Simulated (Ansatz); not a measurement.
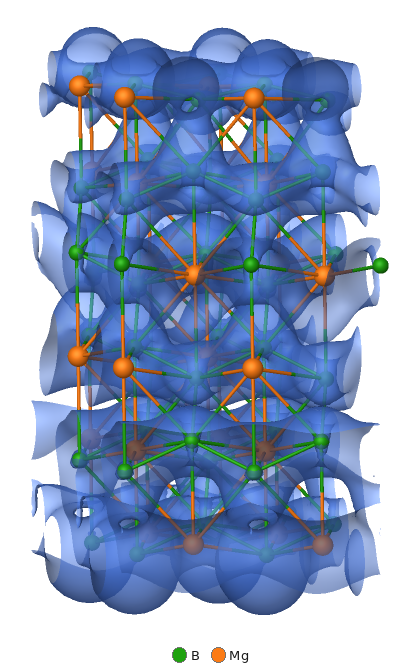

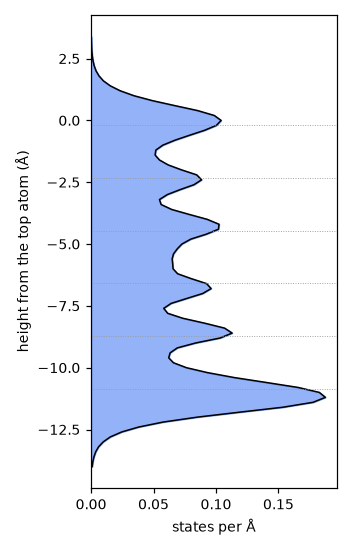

Density of all states between −0.50 and −0.25 eV (zero: the Fermi level) of MgB2(101) (P6/mmm bulk, 6 atomic planes (those closer than 0.6 Å count as one), 11 Å, B2Mg-terminated): blue isosurface at 6.4 × 10⁻³ e/Å³, seen from the side, and the full density summed over planes, the part near the nuclei included (dotted lines mark the atomic planes).

The first picture shows the smooth PAW orbitals' density alone; the shares below count all of it.

The calculation used Ansatz, DFT PBE, scalar-relativistic, plane waves, PAW. Cutoff 420 eV, 17 × 11 k-points, Gaussian smearing 0.1 eV, dipole correction. The slab is a cut without reconstruction beyond its cell, at the source's lattice constants, with its lower half held fixed and the rest relaxed. No spin polarisation. The run couldn't confirm all of its levels under its output density. The run warns that the functional's potential is rough in the thin density of the vacuum, where the tip is; weak contrasts and barriers may feel it.

Question: How is this energy window spread over the atomic planes?

Answer: The window holds 1.2 states per cell. Shares by plane (space cut midway between planes), top to bottom: MgB2 16 %, MgB2 12 %, MgB2 15 %, MgB2 13 %, MgB2 15 %, MgB2 29 %; the outer planes' shares include the vacuum, and density in a gap between layers is shared out between the planes on either side.
